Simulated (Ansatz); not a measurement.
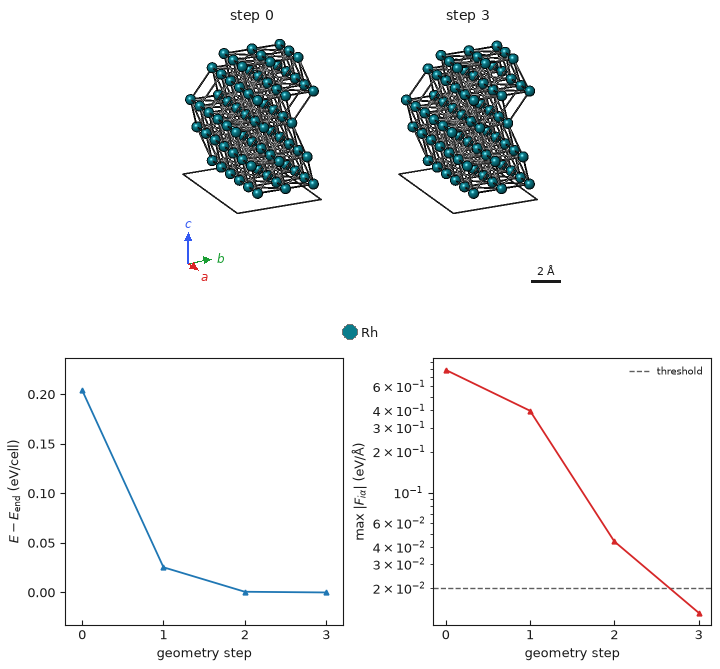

First and last geometry of a constrained relaxation of a slab of composition Rh (cut from the Fm-3m phase), with the history of the run. Style: ball-and-stick. Shown: the 1 × 3 repeat of the cell, outlined in the plane, without the vacuum (origin shifted), slightly off an axis.

Case: stripe over 3 of 6 cells, two steps. 12 atoms are held fixed.

Theory: DFT PBE, scalar-relativistic, plane waves, PAW (Ansatz). (plane-wave cutoff 420 eV; k-point mesh 2 × 12 × 1; occupations gaussian; smearing width 0.1 eV; no spin polarisation; dipole correction; atoms relaxed in a fixed cell; force threshold 0.02 eV/Å; at most 45 steps)

> Read the history and describe the run.

It converged. The largest move is that of a Rh atom, 0.16 Å at 42° to the normal (−c side). The cell doesn't change. Near-neighbour distances that change, for instance: Rh–Rh 2.708 → 2.588 Å, Rh–Rh 2.708 → 2.622 Å, Rh–Rh 2.708 → 2.774 Å, Rh–Rh 2.708 → 2.653 Å. Over 3 geometry steps the energy falls by 0.204 eV per cell of the calculation. The largest force component goes from 0.79 to 0.013 eV/Å.

```json
{"step": "0", "E − E(0), meV/atom": "0.00", "largest force component, eV/Å": "0.7934"}
{"step": "1", "E − E(0), meV/atom": "-6.62", "largest force component, eV/Å": "0.3982"}
{"step": "2", "E − E(0), meV/atom": "-7.54", "largest force component, eV/Å": "0.0439"}
{"step": "3", "E − E(0), meV/atom": "-7.56", "largest force component, eV/Å": "0.0132"}
```
